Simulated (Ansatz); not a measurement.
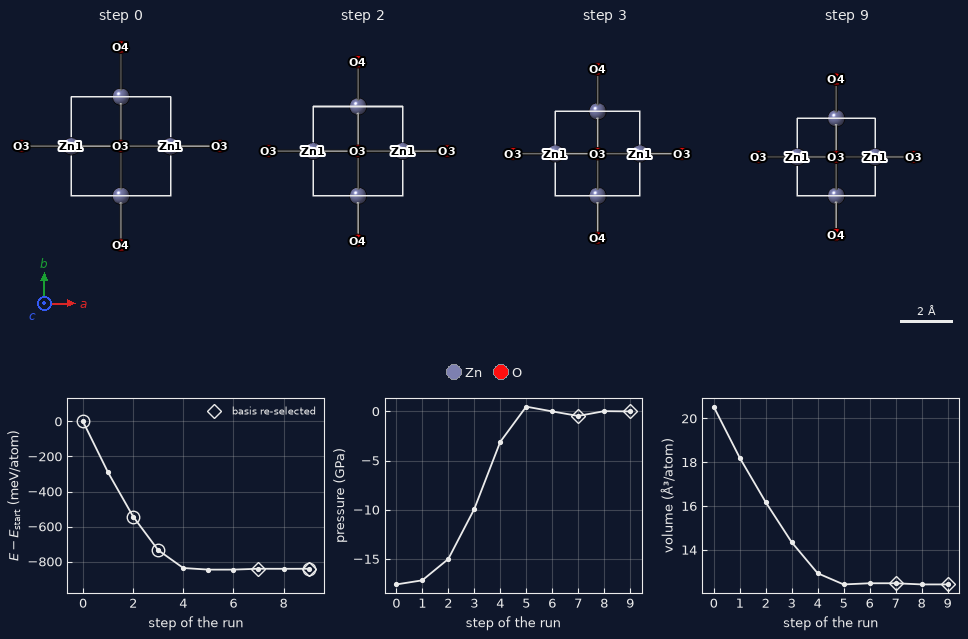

Frames of a relaxation of crystalline ZnO (a generated structure, set up in P4_2/mmc) (coarse preliminary run), marked on the history of the run. The picture is a ball-and-stick view of the cell of the calculation, seen along the c axis.

Computed with Ansatz, DFT PBE, scalar-relativistic, plane waves, PAW.

Input
```yaml
crystal:
  lattice:
    - [3.87303079, 0.0, 0.0]
    - [0.0, 3.87303079, 0.0]
    - [0.0, 0.0, 5.47729267]
  atoms:
    - { symbol: Zn, position: [0.0, 0.5, 0.0] }
    - { symbol: Zn, position: [0.5, 0.0, 0.5] }
    - { symbol: O, position: [0.5, 0.5, 0.25] }
    - { symbol: O, position: [0.5, 0.5, 0.75] }
basis:
  ecutwfc: 420
kpoints:
  mp_grid: { grid: [4, 4, 4] }
hamiltonian:
  xc: pbe
scf:
  occupations: { method: gaussian, width: 0.1 }
  lower_state_search: "off"
output:
  forces: true
  stress: true
  eigenvalues: true
relax:
  adjacent_minimum: "off"
  f_tol: 0.04
  max_steps: 70
  cell: { stress_tol: 0.4 }
```

Command:
```bash
ansatz run input.yaml --threads 1 --pin off --max-ram 2048MiB --backend cpu --events-out ev --progress --plain --runs-dir out
```

### Describe the path.

The atoms keep their places relative to the cell (all moves are under 0.005 Å). The volume changes by −39.5 %, with a = b 3.873 → 3.033 Å (−21.7 %), c 5.477 → 5.400 Å (−1.4 %). Among the contacts that change: Zn1–O3 2.372 → 2.030 Å. Bond angles that change, for instance: O3–Zn1–O4 70.5° → 83.3°, O3–Zn1–O3 109.5° → 96.7°, Zn1–O3–Zn1 109.5° → 96.7°. The space group stays P4_2/mmc (No. 131). After 7 accepted moves (9 points after the start) the energy has fallen by 841 meV per atom. All forces vanish by symmetry, so only the cell relaxes. The pressure goes from −17.58 to −0.01 GPa. At 2 points the geometry stayed and the basis and grid were re-selected for the new cell (energy shift of 4.9 meV per atom at most each time). The run took 21 s on 1 thread of Arm Neoverse V2, on a shared host, peak memory 0.34 GiB. From step 0 to 2: volume −21.2 %, energy −543 meV per atom. From step 2 to 3: volume −11.3 %, energy −192 meV per atom. From step 3 to 9: volume −13.4 %, energy −106 meV per atom.

Limits of the set-up: the k-point mesh is coarse for a cell with partly filled bands.
